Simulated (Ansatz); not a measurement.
# As (honeycomb bilayer): converging the G0W0 gap

Aim: see how the G0W0 gap of As (honeycomb bilayer) on PBE moves with empty bands and screening cutoff, and what each rung costs.

Program: Ansatz 0.2.0. Level of theory: G0W0 on PBE, plane waves, PAW; PAW set soft_1. Results are calculated unless marked as measured.

### 1. Starting point

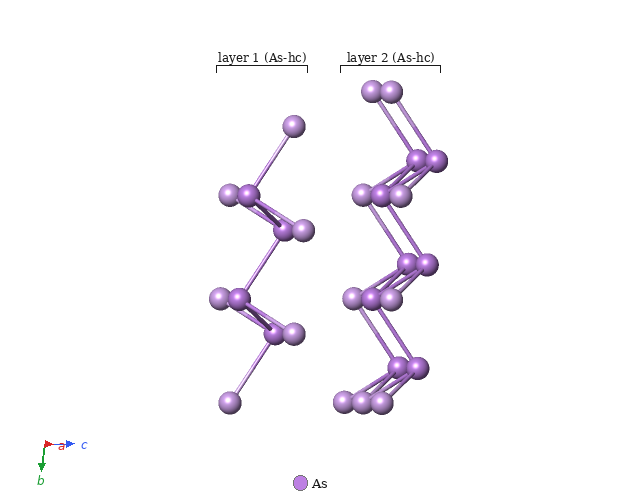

The starting structure, seen from the side, with the c axis across the page (arsenic purple). 1×2×1 cells are drawn. Some periodic images of atoms are drawn too.

The cell holds 4 atoms: 4 As. Its edges and angles: a = 3.614 Å, b = 3.614 Å, c = 34.100 Å, α = 90.0°, β = 90.0°, γ = 120.0°. Regions: layer 1 (As-hc), 2 atoms (2 As); layer 2 (As-hc), 2 atoms (2 As). Vacuum lies along c.

The structure was relaxed with PBE-D3(BJ). The runs that relaxed it are not among those shown. The Coulomb interaction is cut off across the vacuum.

### 2. 229 empty bands, screening to 41 eV

Now the one-shot GW correction: screening in the RPA, then the self-energy of the levels asked for. This step takes PAW set soft_1 files.

input.yaml

```yaml
crystal:
  lattice:
    - [3.614021696, 0.0, 0.0]
    - [-1.807010848, 3.1298345985, 0.0]
    - [0.0, 0.0, 34.1]
  atoms:
    - { symbol: As, position: [0.3333333333, 0.6666666667, 0.4606872782] }
    - { symbol: As, position: [0.6666666667, 0.3333333333, 0.4201710997] }
    - { symbol: As, position: [0.0, 0.0, 0.5798289003] }
    - { symbol: As, position: [0.6666666667, 0.3333333333, 0.5394617589] }
  periodic: [true, true, false]
kpoints:
  mp_grid: { grid: [6, 6, 1] }
hamiltonian:
  xc: pbe
  pseudopotentials: { kind: paw, azcp: { folder: soft_1 } }
scf:
  occupations: { method: fixed }
gw:
  n_empty_bands: 229
  ecut_chi: 41
  qp_bands: [v2, c2]
  qp_kpoints: band_edges
  screening: { model: contour_deformation }
```

Launch:

```
> ansatz run input.yaml --threads 4 --pin off --max-ram 17510MiB --backend cpu --events-out ev --progress --plain --runs-dir out
```

Numbers of over 12 decimals in the logs are rounded to 6 here.

The program printed:

```text
Engine: ansatz 0.2.0, aarch64-unknown-linux-gnu
Pseudopotentials: kind: paw
Pseudopotential: As, paw, valence charge 15, recommended cutoff 420 eV (normal), soft_1/As.paw.azcp
Functional definition: PBE
  parameter kappa = 0.804
  parameter beta = 0.066725
  exchange = pbe_x(kappa = kappa, mu = beta*pi^2/3)
  correlation = pbe_c(beta = beta)
Crystal: 4 atoms, lattice volume = 385.715 Å³
Basis set: ecut = 420 eV, 7433 PW (Γ)
Bands: 36, of which v1, the nominal top of the filled ones, is band 30 counted from 1 (29 counted from 0)
Symmetry: 6 space group operations
Space group: P3m1 (ITA 156), of the structure as read, at distance tolerance 7.3e-5 Å
k-points: 7 of 36 (time reversal used)
Non-local potential: As, projectors of the file, l = 0: 2, l = 1: 2, l = 2: 3, l = 3: 1
PAW form: soft (Blöchl's): semilocal exchange-correlation on the pseudo side does not see the compensation charge
PAW one-centre angular grid: As, 590 points (default); XC on 64 Gauss nodes
Initial density: superposition of atomic densities (neutral atoms: chi_scale 0, normalization atom)
Initial wavefunctions: pseudopotential atomic-orbital guess
Functional: x = pbe(κ = 0.804, μ = 0.219515), c = pbe(β = 0.066725)
iter 1 solved again at ethr=8.92e-4 eV; its pass at ethr=3.10e-3 eV (dr2=5.35e-1 eV) is discarded
SCF iter   1: F=—  HF=-19424.538475 eV  |F-HF|=—  |Δ(HF+E_count)|=         —  Δρ=1.32e-2  dr2=5.41e-1  ethr=8.92e-4  ⟨swp⟩=1.9  Hψ=1257  notcnv=0  defer=26
preconditioner: auto → Resta (q_TF=auto, 2.001 Å⁻¹)  ε∞=1.9  [insulator: Δε(μ)=0.678 eV  Ē_g=8.934 eV  n_scr=20 (ndim 8)  ℏωp=8.5 eV  f_vac=0.726  ε∞_Penn≈1.9  vacuum switching on, ρ_ref=5.8e-3 e/Å³]
SCF iter   2: F=—  HF=-19424.488137 eV  |F-HF|=—  |Δ(HF+E_count)|=   5.03e-2  Δρ=7.10e-3  dr2=2.21e-1  ethr=8.92e-4  ⟨swp⟩=2.9  Hψ=308  notcnv=0  defer=28
SCF iter   3: F=—  HF=-19424.578293 eV  |F-HF|=—  |Δ(HF+E_count)|=   9.02e-2  Δρ=4.73e-3  dr2=1.46e0  ethr=3.69e-4  ⟨swp⟩=4.4  Hψ=459  notcnv=0  defer=28  recentre
SCF iter   4: F=—  HF=-19424.473127 eV  |F-HF|=—  |Δ(HF+E_count)|=   1.05e-1  Δρ=1.25e-3  dr2=5.44e-2  ethr=3.69e-4  ⟨swp⟩=4.4  Hψ=370  notcnv=0  defer=28
SCF iter   5: F=—  HF=-19424.468142 eV  |F-HF|=—  |Δ(HF+E_count)|=   4.98e-3  Δρ=6.22e-4  dr2=1.49e-3  ethr=9.06e-5  ⟨swp⟩=3.0  Hψ=361  notcnv=0  defer=28
SCF iter   6: F=—  HF=-19424.468559 eV  |F-HF|=—  |Δ(HF+E_count)|=   4.17e-4  Δρ=2.12e-4  dr2=1.50e-4  ethr=2.48e-6  ⟨swp⟩=3.0  Hψ=352  notcnv=0  defer=28
SCF iter   7: F=—  HF=-19424.468660 eV  |F-HF|=—  |Δ(HF+E_count)|=   1.01e-4  Δρ=4.01e-5  dr2=7.81e-6  ethr=2.50e-7  ⟨swp⟩=3.0  Hψ=352  notcnv=0  defer=28
SCF iter   8: F=—  HF=-19424.468666 eV  |F-HF|=—  |Δ(HF+E_count)|=   6.33e-6  Δρ=1.37e-5  dr2=7.56e-7  ethr=1.30e-8  ⟨swp⟩=3.6  Hψ=483  notcnv=0  defer=28
SCF iter   9: F=—  HF=-19424.468667 eV  |F-HF|=—  |Δ(HF+E_count)|=   1.08e-6  Δρ=4.47e-6  dr2=1.01e-7  ethr=1.26e-9  ⟨swp⟩=2.9  Hψ=481  notcnv=0  defer=28
SCF iter  10: F=-19424.468667 eV  HF=-19424.468667 eV  |F-HF|=1.75e-10  |Δ(HF+E_count)|=   9.30e-8  Δρ=9.94e-7  dr2=5.46e-9  ethr=1.67e-10  ⟨swp⟩=14.4  Hψ=1316  notcnv=0
SCF 1 converged in 10 iterations: F = -19424.468667 eV  dr2 = 5.46e-9
  greatest PAW one-centre occupation: 0.999 electrons in one spin orbital (limit 2), on the As atom at site 3 (counted from 0), in its partial waves of l = 2
NSCF: frozen V_eff on 7 k-points
G₀W₀ screening: q 1/7
[... further progress lines ...]
SCF converged after 10 iterations
Free energy (F): -19424.468667 eV
Harris-Foulkes:  -19424.468667 eV  (|F-HF|=1.75e-10)
Internal energy: -19424.468667 eV  (E = F + TS)
E sigma→0 (E₀):  -19424.468667 eV
Fermi energy:    -4.734252 eV
--- Per-component energies (eV) ---
  E_band       = -1830.615678
  E_kinetic    = 385.801527
  E_local      = -181200.348920  (includes V_loc(G=0)·N_el)
  E_nonlocal   = -1571.864060
  E_hartree    = 90648.648085
  E_xc         = -279.926677
  E_vxc        = -292.471972  (∫ρ·V_xc dr)
  E_paw        = -8053.483733  (= ΣΔE_a)
  E_vpaw       = -449.024267  (= ΣTr[D̂ρ^β])
  E_aug_tail   = -0.000027  (compensation charges beyond the density's cutoff)
  E_ewald      = 80646.705138
  E_smearing   = -0.000000  (= −TS)
  E_closure    = 0.000000  (closes the sum)
  Σ components = -19424.468667   (vs F -19424.468667, Δ=0.00e0)
--- Band table (eV; the first three rows and the last of 7) ---
  k-point 0: bands = [... 26 lower, -5.5657, -5.3575, -5.3575, -4.7912, -3.5973, -2.4814, -2.1147, -2.1147, ... 2 higher]
  k-point 1: bands = [... 26 lower, -6.3015, -6.2578, -5.9785, -4.7343, -3.1808, -2.8471, -1.5878 (-1.5878°), -1.2454 (-1.2454°), ... 2 higher]
  k-point 2: bands = [... 26 lower, -7.1473, -6.8303, -6.4706, -5.9409, -4.1155, -3.0224, -1.6309, -1.4100, ... 2 higher]
  k-point 6: bands = [... 26 lower, -8.1280, -7.5696, -7.3506, -6.7661, -3.6002, -3.2234, -1.4322, -0.5177, ... 2 higher]
  ° read free of the cell's end (the report's vacuum.weakly_bound_levels)
--- G₀W₀: contour deformation, 7 samples at zero and on the imaginary axis and 2 off it, 36 q-points, 229 empty bands' worth ---
  eigenvalues of the whole cell's RPA ε∞ on this k-mesh (on a slab, of 1 + 4πα/V) = 1.2229, 5.6594, 5.6594; static W/v taken at q = 0 is 0.369241
  gw.qp_kpoints: band_edges: 5 of 7 stored k-points solved, in 1 pass; an edge of the gap read off the rows below is read off those points alone
    valence top: of the k-points left out ik 4 came nearest to being solved in a further pass, in band 30 (counted from 1, as in the quasiparticle table): it holds the edge there only if its correction is more favourable than any solved in that band by at least 0.646 eV; those differ by 0.137 eV
    conduction bottom: of the k-points left out ik 5 came nearest to being solved in a further pass, in band 31 (counted from 1, as in the quasiparticle table): it holds the edge there only if its correction is more favourable than any solved in that band by at least 1.056 eV; those differ by 0.339 eV
    ik  band        ε_KS         Σx   Σc(E_QP)       V_xc       Z   E_QP_lin       E_QP  E_QP is
     0    29     -5.3575   -16.3153     1.3524   -14.9614  0.7413    -5.3589    -5.3590  root
     0    30     -4.7912   -13.7074     0.6639   -13.0147  0.7388    -4.8199    -4.8199  root
     0    31     -3.5973   -10.4591    -3.1598   -14.3243  0.7502    -2.8770    -2.8920  root
     0    32     -2.4814   -10.5245    -3.3327   -14.5509  0.7388    -1.7809    -1.7876  root
     1    29     -5.9785   -16.1722     1.5352   -14.5868  0.7347    -6.0276    -6.0287  root
     1    30     -4.7343   -14.8345     0.9529   -13.8628  0.7361    -4.7530    -4.7530  root
     1    31     -3.1808    -9.4921    -3.2272   -13.3031  0.7376    -2.5860    -2.5971  root
     1    32     -2.8471    -9.1753    -3.2099   -12.9354  0.7387    -2.2876    -2.2969  root
     2    29     -6.4706   -15.1005     1.7570   -13.1832  0.7075    -6.6320    -6.6310  root
     2    30     -5.9409   -15.2108     1.5639   -13.5278  0.7207    -6.0599    -6.0600  root
     2    31     -4.1155    -8.7787    -2.9502   -12.1690  0.7477    -3.6702    -3.6754  root
     2    32     -3.0224    -8.7369    -3.3137   -12.5407  0.7417    -2.5284    -2.5324  root
     3    29     -7.1476   -15.1391     2.0164   -12.9271  0.7015    -7.3462    -7.3432  root
     3    30     -6.6194   -15.1520     1.7757   -13.2207  0.7138    -6.7765    -6.7750  root
     3    31     -3.7179    -8.8743    -3.1363   -12.4809  0.7442    -3.2424    -3.2476  root
     3    32     -3.4609    -8.4147    -3.2219   -12.0654  0.7480    -3.0232    -3.0322  root
     6    29     -7.3506   -15.6160     2.2787   -13.1415  0.6886    -7.5473    -7.5464  root
     6    30     -6.7661   -15.8219     1.9847   -13.7062  0.7120    -6.8997    -6.8971  root
     6    31     -3.6002    -7.8323    -3.1050   -11.3033  0.7378    -3.2328    -3.2343  root
     6    32     -3.2234    -8.1447    -3.2084   -11.7877  0.7389    -2.7839    -2.7888  root
```

The job ended after 1.8 min (4 threads of Arm Neoverse V1, shared host; peak memory 2.5 GiB).

Numbers from this step:

```yaml
bands_summed: 259
plane_waves_in_the_screening_matrix: 209
q_points_in_the_mesh: 36
g0w0_gap_on_the_mesh: 1.078 eV
k_of_the_valence_top: 0, 0.1667, 0
k_of_the_conduction_bottom: 0, 0.3333, 0
starting_gap_on_the_mesh: 0.6188 eV
z_at_the_valence_top: 0.7361
z_at_the_conduction_bottom: 0.7477
least_direct_g0w0_gap_on_the_computed_points: 1.928 eV
```

The gap on the mesh goes from 0.62 eV to 1.08 eV, a correction of +0.46 eV. Between the two edge states, bare exchange in place of the xc potential would open the gap by 4.36 eV, and correlation takes back 3.90 eV.

### 3. 568 empty bands, screening to 75 eV

Bands and screening cutoff are moved together, since each hides the error of the other.

Changes to input.yaml since step 2:

```diff
@@ -18,5 +18,6 @@
   occupations: { method: fixed }
+  convergence: { dr2_threshold: 1.0e-10 }
 gw:
-  n_empty_bands: 229
-  ecut_chi: 41
+  n_empty_bands: 568
+  ecut_chi: 75.0
   qp_bands: [v2, c2]
```

The program printed:

```text
[...]
Crystal: 4 atoms, lattice volume = 385.715 Å³
Basis set: ecut = 420 eV, 7433 PW (Γ)
Bands: 36, of which v1, the nominal top of the filled ones, is band 30 counted from 1 (29 counted from 0)
[... 1 set-up line as in the run before ...]
[...]
k-points: 7 of 36 (time reversal used)
[...]
SCF iter  15: F=-19424.468667 eV  HF=-19424.468667 eV  |F-HF|=2.91e-11  |Δ(HF+E_count)|=  6.55e-11  Δρ=2.26e-8  dr2=1.99e-11  ethr=1.00e-12  ⟨swp⟩=13.6  Hψ=1092  notcnv=0
SCF 1 converged in 15 iterations: F = -19424.468667 eV  dr2 = 1.99e-11
[...]
NSCF: frozen V_eff on 7 k-points
WARN: eigensolver did not converge (k=6): 2 band(s) unlocked after 6 eigensolves, warm-restarted (20 sweeps on the last) at ethr=1.06e-11 eV (storage-precision floor; scheduled 1.00e-12 eV) (lowest unlocked band 601, counted from 0; max residual 2.93e-4 eV among the unlocked bands, 2.93e-4 eV over every band; other slots of this pass that fall short are told together in one closing line; warning suppressed until the next SCF loop or pass starts)
G₀W₀ screening: q 1/7
[... further progress lines ...]
SCF converged after 15 iterations
Free energy (F): -19424.468667 eV
[...]
Internal energy: -19424.468667 eV  (E = F + TS)
E sigma→0 (E₀):  -19424.468667 eV
Fermi energy:    -4.734271 eV
[...]
--- Band table (eV; the first three rows and the last of 7) ---
  k-point 0: bands = [... 26 lower, -5.5657, -5.3575, -5.3575, -4.7912, -3.5974, -2.4814, -2.1147, -2.1147, ... 2 higher]
  k-point 1: bands = [... 26 lower, -6.3015, -6.2579, -5.9786, -4.7343, -3.1809, -2.8471, -1.5878 (-1.5878°), -1.2454 (-1.2454°), ... 2 higher]
  k-point 2: bands = [... 26 lower, -7.1474, -6.8303, -6.4706, -5.9410, -4.1155, -3.0224, -1.6309, -1.4100, ... 2 higher]
  k-point 6: bands = [... 26 lower, -8.1280, -7.5696, -7.3507, -6.7661, -3.6002, -3.2234, -1.4323, -0.5178, ... 2 higher]
  ° read free of the cell's end (the report's vacuum.weakly_bound_levels)
[...]
band pass: the eigensolver left bands unlocked in 1 slot; of largest residual, k=6: 1 band unlocked, the lowest band 602 (counted from 1), max residual 7.00e-5 eV over all its bands; `*` marks the rows of those k-points, and any row can be off: every row's sums read bands of every k-point
[...]
0    29     -5.3575   -16.3153     0.9913   -14.9614  0.7369    -5.7246    -5.7201  root
     0    30     -4.7912   -13.7074     0.3883   -13.0147  0.7345    -5.0977    -5.0955  root
     0    31     -3.5974   -10.4591    -3.4081   -14.3243  0.7462    -3.1340    -3.1403  root
     0    32     -2.4814   -10.5244    -3.6268   -14.5509  0.7340    -2.0746    -2.0818  root
     1    29     -5.9786   -16.1722     1.1958   -14.5868  0.7300    -6.3719    -6.3681  root
     1    30     -4.7343   -14.8345     0.6397   -13.8628  0.7314    -5.0690    -5.0663  root
     1    31     -3.1809    -9.4921    -3.4603   -13.3031  0.7342    -2.8269    -2.8303  root
     1    32     -2.8471    -9.1753    -3.4417   -12.9354  0.7359    -2.5253    -2.5288  root
[...]
3    29     -7.1476   -15.1391     1.7638   -12.9271  0.6991    -7.6036    -7.5958  root
     3    30     -6.6194   -15.1520     1.5080   -13.2207  0.7088    -7.0498    -7.0428  root
     3    31     -3.7179    -8.8743    -3.3391   -12.4809  0.7416    -3.4496    -3.4504  root
     3    32     -3.4609    -8.4148    -3.4165   -12.0654  0.7457    -3.2237    -3.2268  root
     6    29     -7.3507   -15.6160     2.0201   -13.1415  0.6878    -7.8130    -7.8051  root *
     6    30     -6.7661   -15.8219     1.6953   -13.7062  0.7078    -7.1937    -7.1865  root *
     6    31     -3.6002    -7.8323    -3.2814   -11.3033  0.7357    -3.4117    -3.4107  root *
     6    32     -3.2234    -8.1447    -3.3963   -11.7877  0.7369    -2.9755    -2.9768  root *
```

Elapsed: 11 min, on 4 threads; peak memory 7 GiB; 44 min of CPU time.

Numbers from this step:

```yaml
bands_summed: 598
plane_waves_in_the_screening_matrix: 607
q_points_in_the_mesh: 36
g0w0_gap_on_the_mesh: 1.199 eV
k_of_the_valence_top: 0, 0.1667, 0
k_of_the_conduction_bottom: 0, 0.3333, 0
starting_gap_on_the_mesh: 0.6188 eV
z_at_the_valence_top: 0.7314
z_at_the_conduction_bottom: 0.7452
least_direct_g0w0_gap_on_the_computed_points: 1.955 eV
```

Against the run with 6×6×1 mesh, 229 empty bands, screening to 41 eV, PAW set soft_1 files, the gap moves by +0.12 eV.

### 4. The runs together

Times are wall times on 4 threads of Arm Neoverse V1, shared host, good to a factor of about two.

```tsv
mesh	files	frequency	bands summed	cutoff (eV)	start (eV)	G0W0 (eV)	time	host memory (GiB)
6×6×1	PAW set soft_1	contour deformation	259	41	0.619	1.078	1.8 min	2.5
6×6×1	PAW set soft_1	contour deformation	598	75	0.619	1.199	11 min	7.0
```

The parts of the quasiparticle energy at the two band edges (eV; QP = start + Σx + Σc − Vxc):

```tsv
run	edge	start	Σx	Σc	Vxc	Z	QP
259 bands	valence top	-4.73	-14.83	0.95	-13.86	0.74	-4.75
259 bands	conduction bottom	-4.12	-8.78	-2.95	-12.17	0.75	-3.68
598 bands	valence top	-4.73	-14.83	0.64	-13.86	0.73	-5.07
598 bands	conduction bottom	-4.12	-8.78	-3.14	-12.17	0.75	-3.87
```

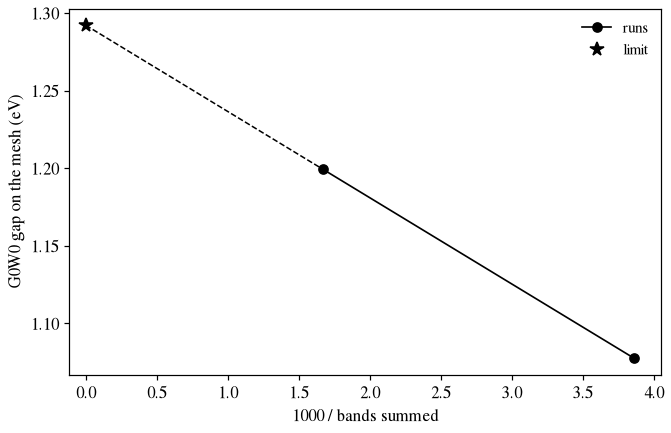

The gap against one over the number of bands; the dashed line carries the two highest rungs to the limit.

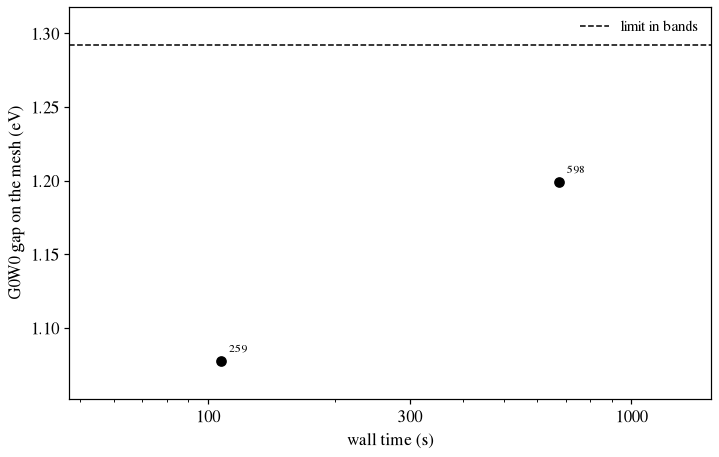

Result against wall time.

### 5. Results

```yaml
259_bands_41_ev: 1.078 eV
598_bands_75_ev: 1.199 eV
estimated_limit_in_bands_and_cutoff: 1.29 eV
mesh_and_start: 6×6×1, PBE
```

What this shows: A line in one over the bands through the two rungs gives 1.29 eV, +0.09 eV from the top rung; with two points alone it is an unchecked estimate. The rungs stand 0.21 eV (259 bands) and 0.09 eV (598 bands) from it. From 259 to 598 bands the gap moves by +0.12 eV while the time grows 6.3-fold. Σc changes by −0.31 eV at the valence top and −0.19 eV at the conduction bottom, so the levels themselves move more than the gap between them. The 6×6×1 mesh misses a band edge: over a band path and its finer mesh (run apart) the PBE gap is 0.39 eV, so the G0W0 gap over the zone may lie about 0.23 eV below its value on the mesh. The mesh in the plane is coarse for a sheet; gap and any exciton binding can still move on denser ones. The many-body steps are scalar-relativistic: spin-orbit coupling is not in them.

[Paths, hosts, dates, memory and timing lines, banners, echoed tables and standing remarks are left out of the program output.]

[Logs are printed without paths, hosts, clocks, repeated set-up lines and the standing remarks that a program may print on its own settings, such as how far it seeks lower states.]

[Runs of the session that timed out or met a known fault of the program may be left out.]

[Cells called generated may have been cut or substituted from an entry of the Crystallography Open Database or the Materials Project.]

[Hosts, paths, dates, database ids (printed as entryN), source tags and the programs' standing remarks are cut or masked in the printed files.]
